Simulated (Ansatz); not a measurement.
## Electronic structure of Mg2S3 in real space

The calculation's input:

```
crystal:
  lattice:
    - [1.9323029021, 1.1156156007, 7.5906590793]
    - [-1.9323029021, 1.1156156007, 7.5906590793]
    - [0.0, -2.2312312014, 7.5906590793]
  atoms:
    - { symbol: Mg, position: [0.2667685676, 0.2667685676, 0.2667685676] }
    - { symbol: Mg, position: [0.7332314324, 0.7332314324, 0.7332314324] }
    - { symbol: S, position: [0.0, 0.0, 0.0] }
    - { symbol: S, position: [0.4538296567, 0.4538296567, 0.4538296567] }
    - { symbol: S, position: [0.5461703433, 0.5461703433, 0.5461703433] }
basis:
  ecutwfc: 420
kpoints:
  mp_grid: { grid: [12, 12, 12] }
hamiltonian:
  xc: pbe
scf:
  occupations: { method: gaussian, width: 0.02 }
output:
  forces: true
  stress: true
  eigenvalues: true
  write_density: true
  write_potential: true
  elf: true
  volumetric_format: npy
relax:
  adjacent_minimum: "off"
  f_tol: 0.01
  max_steps: 80
  cell: { stress_tol: 0.05 }
```

Run with:

```sh
ansatz run input.yaml --threads 1 --pin off --max-ram 2560MiB --backend cpu --events-out ev --progress --plain --runs-dir out
```

Below, planes, directions and counts refer to the conventional cell (a = 3.86 Å, b = 3.86 Å, c = 22.75 Å, α = 90.00°, β = 90.00°, γ = 120.00°).

The fields are those of the relaxed geometry.

Space group R-3m; a generated structure, not necessarily the stable one.

These are results of DFT PBE, scalar-relativistic, plane waves, PAW (Ansatz 0.2.0), not measurements.

Core electrons are frozen (PAW), and the valence fields are smoothed inside the atomic spheres.

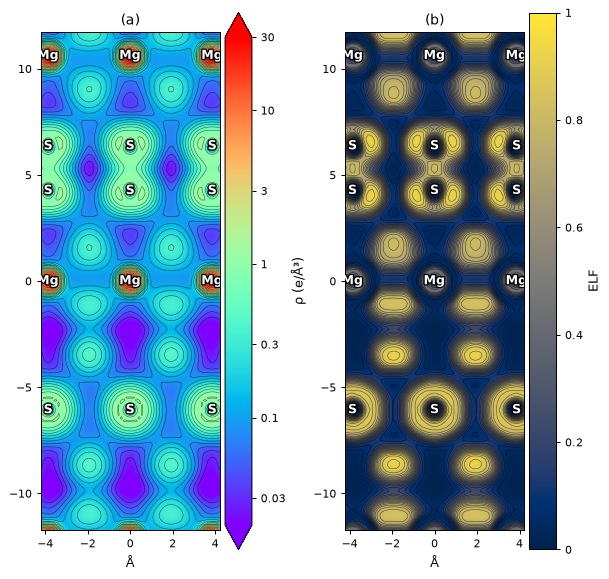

Figure 1. (a) valence pseudo-density; (b) ELF on the (010) plane of the conventional cell.

Q: Describe what can be read from this map.

A: Atoms in the plane: Mg and S.
S–S (2.10 Å): ρ at the midpoint is about 0.91 e/Å³; the ELF peaks at about 0.80 between the atoms: a shared electron pair.
Between the atoms the lowest density in this plane is 0.01 e/Å³.

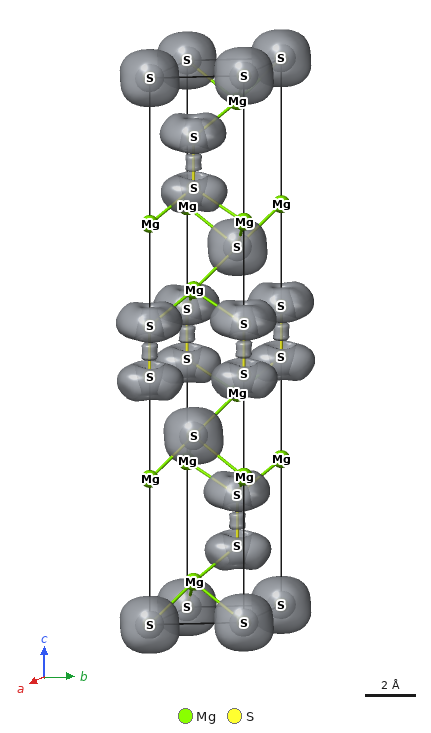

Figure 2. Isosurface of the ELF at 0.75 (grey), seen slightly off an axis. Core shells and regions of very low density are left out. Sticks mark near contacts.

Q: Identify the bonds, lone pairs and shells in this picture.

A: The surface consists of three regions between bonded S–S atoms (shared pairs) and nine regions wrapped around S (the valence shell of each), counted in one cell of 15 atoms. Any copies at cell faces, edges or corners count once.


 Mg–S (2.55 Å): the ELF peaks at about 0.95 in the valence shell of S, 0.9 Å from its nucleus, and falls to about 0.05 next to Mg: a largely ionic contact.

Q: Metal or insulator at this level of theory?

A: It is gapped, with a Kohn–Sham gap of 1.3 eV on the k-point mesh (the band edges may lie off the mesh, which would make the gap smaller).
